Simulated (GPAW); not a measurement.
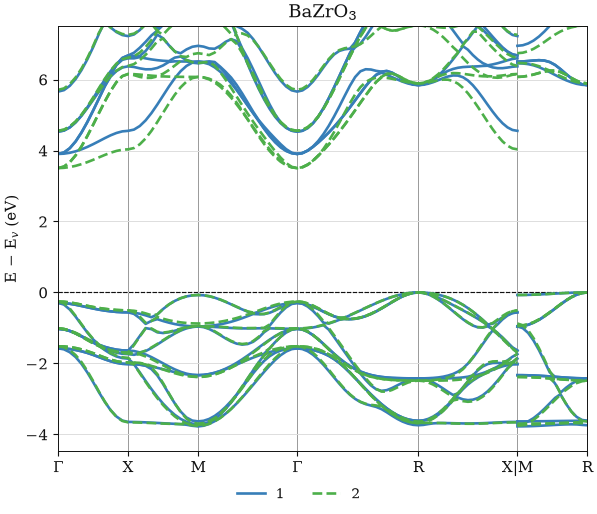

Band structures of cubic perovskite-type BaZrO₃, space group Pm-3m, 5 atoms in the cell (cubic a = 4.191 Å), by two methods on the same cell. Each is counted from its own valence-band top.

### Which curve is which? The methods: PBEsol+U (2 eV), PBEsol+U (4 eV).

1 is PBEsol+U (4 eV); 2 is PBEsol+U (2 eV). PBEsol+U (4 eV) gives a gap of 3.90 eV along the path and PBEsol+U (2 eV) gives a gap of 3.50 eV along the path.

Settings. PBEsol+U (4 eV): Zr d U = 4 eV, PAW data sets generated in the run's folder for this functional, no spin polarisation, no spin-orbit coupling, 6×6×6 k mesh, 800 eV cutoff, Fermi-Dirac smearing of 0.05 eV (GPAW). PBEsol+U (2 eV): Zr d U = 2 eV, PAW data sets generated in the run's folder for this functional, no spin polarisation, no spin-orbit coupling, 6×6×6 k mesh, 800 eV cutoff, Fermi-Dirac smearing of 0.05 eV (GPAW).
